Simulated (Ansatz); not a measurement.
**Run report: SnGe7, geometry relaxation (part 2 of 2)**

SnGe7 (Amm2, 16 atoms in the cell); DFT PBEsol, scalar-relativistic, plane waves, PAW, no spin polarisation (Ansatz 0.2.0); cutoff 420 eV, 6×6×6 k-mesh, Gaussian smearing of 0.01 eV. The structure was built on a prototype by a generator; it need not be a known phase.

Geometry of the input (Å; fractional positions):
```
-0.0033  5.7898  5.8016
5.7898  -0.0033  5.8016
5.7865  5.7865  0.0000
Ge 0.0008  0.0008  -0.0008
Ge 0.0008  0.0008  0.4992
Ge 0.0132  0.4955  -0.0043
Ge 0.0132  0.4955  0.4957
Ge 0.4955  0.0132  -0.0043
Ge 0.4955  0.0132  0.4957
Ge 0.4902  0.4902  0.0098
Ge 0.4902  0.4902  0.5098
Ge 0.1258  0.1258  0.1242
Ge 0.1258  0.1258  0.6242
Ge 0.1250  0.6248  0.1251
Ge 0.1250  0.6248  0.6251
Ge 0.6248  0.1250  0.1251
Ge 0.6248  0.1250  0.6251
Sn 0.6248  0.6248  0.1252
Sn 0.6248  0.6248  0.6252
```

## Output, continued
```
  k-point 1: bands = ["-16.7276", "-16.7247", "-16.7112", "-16.7090", "-16.7046", "-16.7008", "-16.6774", "-16.6696", "-16.6548", "-16.6537", "-16.6535", "-16.6476", "-16.6446", "-16.6385", "-16.6383", "-16.6363", "-16.6234", "-16.6211", "-16.6170", "-16.6094", "-16.5977", "-16.5961", "-16.5902", "-16.5882", "-16.5774", "-16.5666", "-16.5647", "-16.5636", "-16.5542", "-16.5476", "-16.5324", "-16.5252", "-16.5246", "-16.5208", "-16.5052", "-16.5018", "-16.4993", "-16.4824", "-16.4734", "-16.4724", "-16.4493", "-16.4432", "-16.4365", "-16.4334", "-16.4318", "-16.4315", "-16.4214", "-16.4204", "-16.4164", "-16.4162", "-16.4155", "-16.4144", "-16.4031", "-16.3960", "-16.3819", "-16.3813", "-16.3695", "-16.3664", "-16.3657", "-16.3525", "-16.3223", "-16.3203", "-16.2932", "-16.2886", "-16.2830", "-16.2812", "-16.2745", "-16.2718", "-16.2527", "-16.2496", "-13.1655", "-13.1647", "-13.1478", "-13.1453", "-13.1398", "-13.1371", "-13.1155", "-13.1085", "-13.1071", "-13.1035", "-4.1527", "-2.5550", "-2.3355", "-2.1959", "-2.0859", "-1.1850", "-1.0034", "-0.8928", "-0.0361", "0.1078", "0.2730", "0.8214", "0.9086", "0.9550", "1.3507", "4.9343", "4.9647", "4.9830", "5.2576", "5.2818", "5.3325", "5.9662", "6.0560", "6.1334", "6.5428", "6.6195", "6.6657", "6.8296", "6.9269", "7.0408", "8.0518", "8.0937", "8.1548", "8.6024", "8.7907", "8.8272", "8.8968", "8.9153", "9.0214", "9.2592", "9.4757", "9.4895", "9.6523", "10.8727", "10.8776", "11.0074", "11.5627", "11.6041", "11.7061", "11.8474", "11.8663", "12.0693", "12.1663", "12.2822", "14.5814"]
  k-point 2: bands = ["-16.7314", "-16.7300", "-16.7095", "-16.7088", "-16.7072", "-16.7032", "-16.6796", "-16.6760", "-16.6561", "-16.6552", "-16.6502", "-16.6493", "-16.6470", "-16.6401", "-16.6314", "-16.6293", "-16.6172", "-16.6138", "-16.6127", "-16.6053", "-16.6007", "-16.5989", "-16.5797", "-16.5766", "-16.5707", "-16.5639", "-16.5614", "-16.5604", "-16.5551", "-16.5498", "-16.5350", "-16.5324", "-16.5323", "-16.5239", "-16.5110", "-16.5071", "-16.5008", "-16.4889", "-16.4762", "-16.4755", "-16.4470", "-16.4417", "-16.4386", "-16.4338", "-16.4322", "-16.4293", "-16.4264", "-16.4204", "-16.4189", "-16.4172", "-16.4155", "-16.4144", "-16.4052", "-16.4015", "-16.3813", "-16.3799", "-16.3633", "-16.3621", "-16.3582", "-16.3522", "-16.3219", "-16.3208", "-16.2923", "-16.2895", "-16.2827", "-16.2816", "-16.2739", "-16.2724", "-16.2524", "-16.2505", "-13.1629", "-13.1627", "-13.1472", "-13.1459", "-13.1414", "-13.1395", "-13.1140", "-13.1100", "-13.1066", "-13.1046", "-3.9151", "-3.0429", "-2.2039", "-2.1137", "-2.0072", "-1.6335", "-1.3857", "-1.2758", "0.5187", "0.5855", "0.6878", "0.9072", "1.1264", "1.1534", "2.3132", "4.5589", "4.5651", "4.6022", "4.8648", "5.0631", "5.1962", "5.4723", "5.5022", "5.5202", "5.5664", "6.2498", "6.2525", "6.3280", "7.1025", "7.1283", "7.7149", "7.7426", "8.3310", "8.7576", "9.1488", "9.1553", "9.1962", "9.5638", "9.6843", "9.8086", "10.6521", "10.6602", "10.7014", "11.3269", "11.3349", "11.6695", "11.7094", "11.7714", "11.8577", "11.8595", "12.3405", "12.9030", "13.0113", "13.1282", "14.1809"]
  k-point 45: bands = ["-16.7284", "-16.7258", "-16.7203", "-16.7159", "-16.7076", "-16.7057", "-16.6941", "-16.6701", "-16.6674", "-16.6618", "-16.6466", "-16.6455", "-16.6443", "-16.6289", "-16.6175", "-16.6170", "-16.6169", "-16.6149", "-16.6080", "-16.5948", "-16.5903", "-16.5818", "-16.5804", "-16.5748", "-16.5725", "-16.5669", "-16.5659", "-16.5581", "-16.5563", "-16.5504", "-16.5371", "-16.5358", "-16.5339", "-16.5237", "-16.5225", "-16.5202", "-16.5013", "-16.5009", "-16.4996", "-16.4835", "-16.4492", "-16.4448", "-16.4345", "-16.4342", "-16.4314", "-16.4295", "-16.4184", "-16.4178", "-16.4172", "-16.4143", "-16.4137", "-16.4102", "-16.3912", "-16.3822", "-16.3769", "-16.3768", "-16.3722", "-16.3687", "-16.3685", "-16.3494", "-16.3225", "-16.3206", "-16.2940", "-16.2885", "-16.2840", "-16.2814", "-16.2749", "-16.2721", "-16.2535", "-16.2505", "-13.1668", "-13.1654", "-13.1478", "-13.1453", "-13.1391", "-13.1362", "-13.1160", "-13.1080", "-13.1072", "-13.1031", "-3.4116", "-3.1666", "-2.5493", "-2.5391", "-2.3484", "-2.1885", "-0.6123", "-0.5073", "-0.5064", "0.0529", "1.6808", "1.7121", "1.8237", "2.0134", "3.3894", "3.6593", "4.3542", "4.3656", "4.4314", "4.4471", "4.4636", "4.5129", "4.5139", "4.5933", "6.0321", "6.0548", "6.3047", "6.4424", "6.5435", "6.5696", "6.9435", "7.1475", "9.0494", "9.1408", "9.6987", "9.7405", "10.1040", "10.2520", "10.6098", "11.1059", "12.1119", "12.1328", "12.1481", "12.1876", "12.5534", "12.5956", "12.6044", "12.6216", "12.7385", "12.7918", "12.8095", "12.8181", "12.9032", "12.9929", "13.0030"]
--- Relaxed structure (3 steps of the walk, 3 accepted, 1 SCFs on fresh bases) ---
  F+E_penalty+E_count = -71447.92715042 eV   max|allowed force component| = 2.218e-3 eV/Å   (the final SCF, on the basis selected at the relaxed cell)
  cell:  # Å, volume = 388.8289 Å³
    - [-0.007441131774540715, 5.787720743328356, 5.803823144514966]
    - [5.787720743328356, -0.007441131774540715, 5.803823144514966]
    - [5.780279611553816, 5.780279611553816, 8.845134190884809e-20]
  atoms:
    - { symbol: Ge, position: [0.0006444155122972866, 0.0006444155122972866, -0.0006444155122972811] }
    - { symbol: Ge, position: [0.0006444155122972866, 0.0006444155122972866, 0.4993555844877027] }
    - { symbol: Ge, position: [0.013069042647533946, 0.4952474779121384, -0.004158260279836179] }
    - { symbol: Ge, position: [0.013069042647533946, 0.4952474779121384, 0.4958417397201636] }
    - { symbol: Ge, position: [0.4952474779121384, 0.013069042647533946, -0.004158260279836179] }
    - { symbol: Ge, position: [0.4952474779121384, 0.013069042647533946, 0.4958417397201636] }
    - { symbol: Ge, position: [0.49002306268596, 0.49002306268596, 0.009976937314039869] }
    - { symbol: Ge, position: [0.49002306268596, 0.49002306268596, 0.5099769373140399] }
    - { symbol: Ge, position: [0.1257851380728169, 0.1257851380728169, 0.12421486192718306] }
    - { symbol: Ge, position: [0.1257851380728169, 0.1257851380728169, 0.6242148619271829] }
    - { symbol: Ge, position: [0.12505353801097682, 0.6249769720287714, 0.12498474498012585] }
    - { symbol: Ge, position: [0.12505353801097674, 0.6249769720287716, 0.6249847449801258] }
    - { symbol: Ge, position: [0.6249769720287714, 0.12505353801097682, 0.12498474498012585] }
    - { symbol: Ge, position: [0.6249769720287716, 0.12505353801097674, 0.6249847449801258] }
    - { symbol: Sn, position: [0.6252003532295046, 0.6252003532295046, 0.12479964677049527] }
    - { symbol: Sn, position: [0.6252003532295046, 0.6252003532295046, 0.6247996467704954] }
```

## Trajectory as extended XYZ (Å, eV, eV/Å), 4 frames, from step=1 to step=4
```
16
Lattice="-0.0033 5.7898 5.8016 5.7898 -0.0033 5.8016 5.7865 5.7865 0.0000" Properties=species:S:1:pos:R:3:forces:R:3 step=1 energy=-71447.92693 pressure_GPa=-0.02
Ge    0.0000    0.0000    0.0092    0.0000   0.0000  -0.0032
Ge    2.8932    2.8932    0.0092    0.0000   0.0000  -0.0032
Ge    2.8436    0.0496    2.9508    0.0065  -0.0065  -0.0141
Ge    5.7369    2.9429    2.9508    0.0065  -0.0065  -0.0141
Ge    0.0496    2.8436    2.9508   -0.0065   0.0065  -0.0141
Ge    2.9429    5.7369    2.9508   -0.0065   0.0065  -0.0141
Ge    2.8932    2.8932    5.6875    0.0000   0.0000  -0.0210
Ge    5.7865    5.7865    5.6875    0.0000   0.0000  -0.0210
Ge    1.4466    1.4466    1.4597    0.0000   0.0000   0.0019
Ge    4.3399    4.3399    1.4597    0.0000   0.0000   0.0019
Ge    4.3412    1.4453    4.3500    0.0013  -0.0013   0.0067
Ge    7.2345    4.3385    4.3500    0.0013  -0.0013   0.0067
Ge    1.4453    4.3412    4.3500   -0.0013   0.0013   0.0067
Ge    4.3385    7.2345    4.3500   -0.0013   0.0013   0.0067
Sn    4.3399    4.3399    7.2498    0.0000   0.0000   0.0371
Sn    7.2331    7.2331    7.2498    0.0000   0.0000   0.0371
16
Lattice="-0.0052 5.7883 5.8020 5.7883 -0.0052 5.8020 5.7830 5.7830 0.0000" Properties=species:S:1:pos:R:3:forces:R:3 step=2 energy=-71447.92711 pressure_GPa=0.02
Ge    0.0000    0.0000    0.0083    0.0000   0.0000  -0.0033
Ge    2.8915    2.8915    0.0083    0.0000   0.0000  -0.0033
Ge    2.8431    0.0484    2.9495   -0.0088   0.0088   0.0047
Ge    5.7346    2.9399    2.9495   -0.0088   0.0088   0.0047
Ge    0.0484    2.8431    2.9495    0.0088  -0.0088   0.0047
Ge    2.9399    5.7346    2.9495    0.0088  -0.0088   0.0047
Ge    2.8915    2.8915    5.6869    0.0000   0.0000  -0.0016
Ge    5.7830    5.7830    5.6869    0.0000   0.0000  -0.0016
Ge    1.4458    1.4458    1.4596    0.0000   0.0000   0.0005
Ge    4.3373    4.3373    1.4596    0.0000   0.0000   0.0005
Ge    4.3398    1.4433    4.3505   -0.0009   0.0009   0.0074
Ge    7.2313    4.3348    4.3505   -0.0009   0.0009   0.0074
Ge    1.4433    4.3398    4.3505    0.0009  -0.0009   0.0074
Ge    4.3348    7.2313    4.3505    0.0009  -0.0009   0.0074
Sn    4.3373    4.3373    7.2553    0.0000   0.0000  -0.0198
Sn    7.2288    7.2288    7.2553    0.0000   0.0000  -0.0198
16
Lattice="-0.0074 5.7877 5.8038 5.7877 -0.0074 5.8038 5.7803 5.7803 0.0000" Properties=species:S:1:pos:R:3:forces:R:3 step=3 energy=-71447.92718 pressure_GPa=0.01
Ge    0.0000    0.0000    0.0075    0.0000   0.0000   0.0013
Ge    2.8901    2.8901    0.0075    0.0000   0.0000   0.0013
Ge    2.8422    0.0479    2.9502   -0.0014   0.0014   0.0010
Ge    5.7324    2.9381    2.9502   -0.0014   0.0014   0.0010
Ge    0.0479    2.8422    2.9502    0.0014  -0.0014   0.0010
Ge    2.9381    5.7324    2.9502    0.0014  -0.0014   0.0010
Ge    2.8901    2.8901    5.6880    0.0000   0.0000  -0.0022
Ge    5.7803    5.7803    5.6880    0.0000   0.0000  -0.0022
Ge    1.4451    1.4451    1.4601    0.0000   0.0000   0.0022
Ge    4.3352    4.3352    1.4601    0.0000   0.0000   0.0022
Ge    4.3387    1.4416    4.3530   -0.0004   0.0004  -0.0021
Ge    7.2288    4.3317    4.3530   -0.0004   0.0004  -0.0021
Ge    1.4416    4.3387    4.3530    0.0004  -0.0004  -0.0021
Ge    4.3317    7.2288    4.3530    0.0004  -0.0004  -0.0021
Sn    4.3352    4.3352    7.2571    0.0000   0.0000   0.0010
Sn    7.2253    7.2253    7.2571    0.0000   0.0000   0.0010
16
Lattice="-0.0074 5.7877 5.8038 5.7877 -0.0074 5.8038 5.7803 5.7803 0.0000" Properties=species:S:1:pos:R:3:forces:R:3 step=4 energy=-71447.92715 pressure_GPa=0.01
Ge    0.0000    0.0000    0.0075    0.0000   0.0000   0.0013
Ge    2.8901    2.8901    0.0075    0.0000   0.0000   0.0013
Ge    2.8422    0.0479    2.9502   -0.0014   0.0014   0.0010
Ge    5.7324    2.9381    2.9502   -0.0014   0.0014   0.0010
Ge    0.0479    2.8422    2.9502    0.0014  -0.0014   0.0010
Ge    2.9381    5.7324    2.9502    0.0014  -0.0014   0.0010
Ge    2.8901    2.8901    5.6880    0.0000   0.0000  -0.0022
Ge    5.7803    5.7803    5.6880    0.0000   0.0000  -0.0022
Ge    1.4451    1.4451    1.4601    0.0000   0.0000   0.0022
Ge    4.3352    4.3352    1.4601    0.0000   0.0000   0.0022
Ge    4.3387    1.4416    4.3530   -0.0004   0.0004  -0.0021
Ge    7.2288    4.3317    4.3530   -0.0004   0.0004  -0.0021
Ge    1.4416    4.3387    4.3530    0.0004  -0.0004  -0.0021
Ge    4.3317    7.2288    4.3530    0.0004  -0.0004  -0.0021
Sn    4.3352    4.3352    7.2571    0.0000   0.0000   0.0010
Sn    7.2253    7.2253    7.2571    0.0000   0.0000   0.0010
```

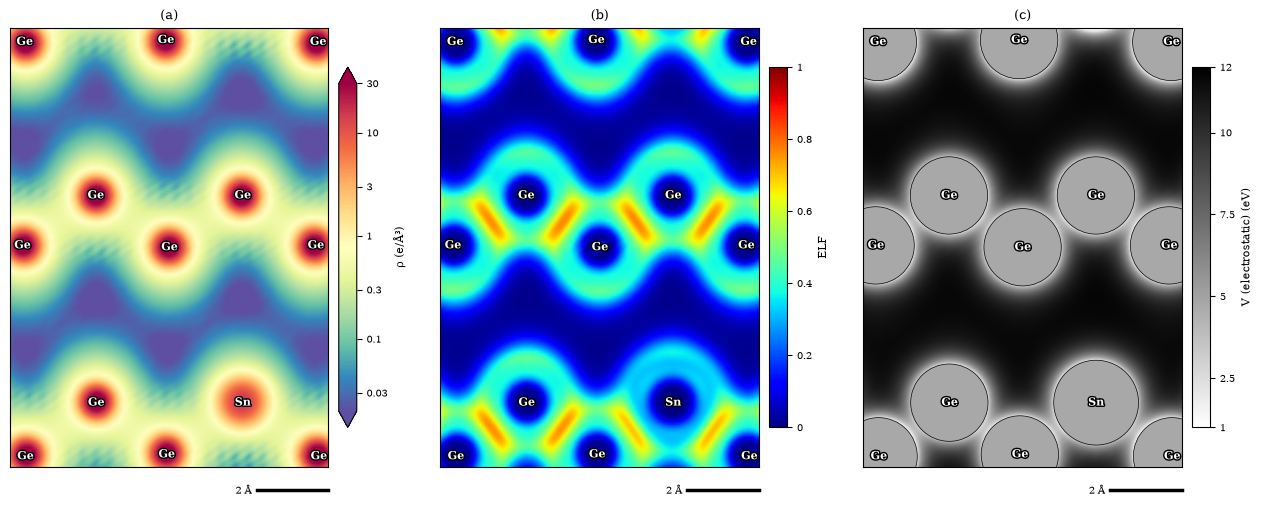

(a) valence electron density; (b) ELF; (c) electrostatic potential energy of an electron on the (011̄) plane of the calculation cell. Grey discs, where drawn, cover atomic cores. Atoms in the plane: Ge and Sn. Sn–Ge (2.58 Å): the density is about 0.46 e/Å³ at the midpoint; the ELF peaks at about 0.70 between the atoms. Away from the nuclei the density in this plane falls to 0.01 e/Å³ at its lowest. Outside the cores the potential energy rises away from the atoms and is highest about 2.5 Å from the nearest atoms; outside the discs it spans about 10 eV, and its zero is arbitrary. Core electrons are frozen (PAW), so the fields are smoothed inside the atomic spheres.

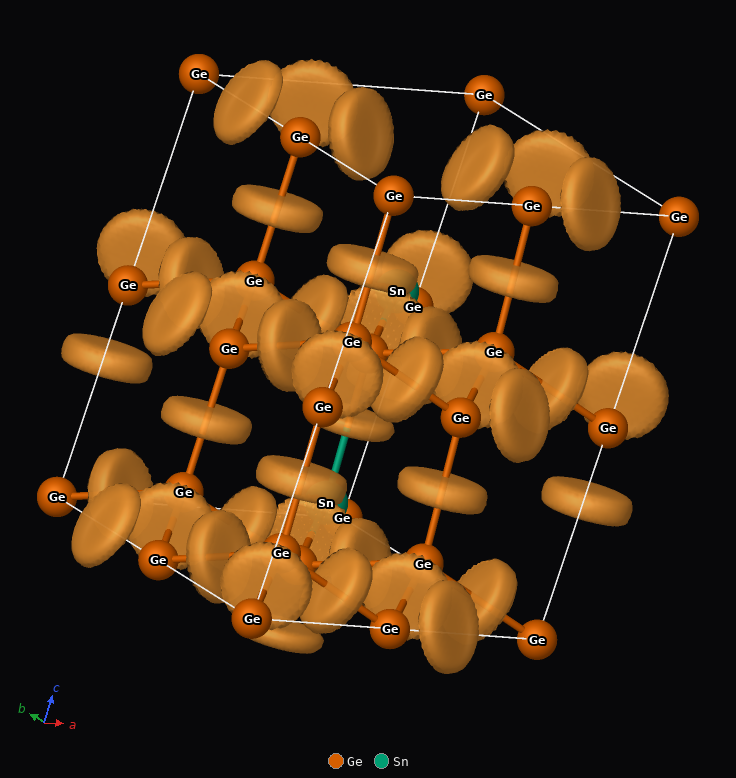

Isosurface of the ELF at 0.6 (orange), seen at an oblique angle. Only the valence region is drawn (cores and ρ < 0.01 e/Å³ removed). Sticks mark near contacts. The outline is the calculation cell. Along the contacts the grid gives the following. Sn–Ge (2.58 Å): the ELF peaks at about 0.70 between the atoms.

## Summary

```json
{"quantity": "outcome", "value": "converged"}
{"quantity": "space group (tolerance 0.01 Å)", "value": "Amm2 (38)"}
{"quantity": "electrons treated", "value": "224"}
{"quantity": "free energy", "value": "−71447.9272 eV"}
{"quantity": "Fermi energy", "value": "8.155 eV"}
{"quantity": "gap on the k-point mesh", "value": "none (metallic)"}
{"quantity": "pressure", "value": "0.01 GPa"}
{"quantity": "final volume", "value": "388.83 Å³"}
{"quantity": "largest force (length of the vector) at the end", "value": "0.002 eV/Å"}
{"quantity": "final cell", "value": "a = 8.196 Å, b = 8.196 Å, c = 8.175 Å, α = 60.09°, β = 60.09°, γ = 59.99°"}
{"quantity": "wall time", "value": "6.1 min (CPU time 24 min)"}
{"quantity": "peak memory", "value": "2.5 GiB"}
```
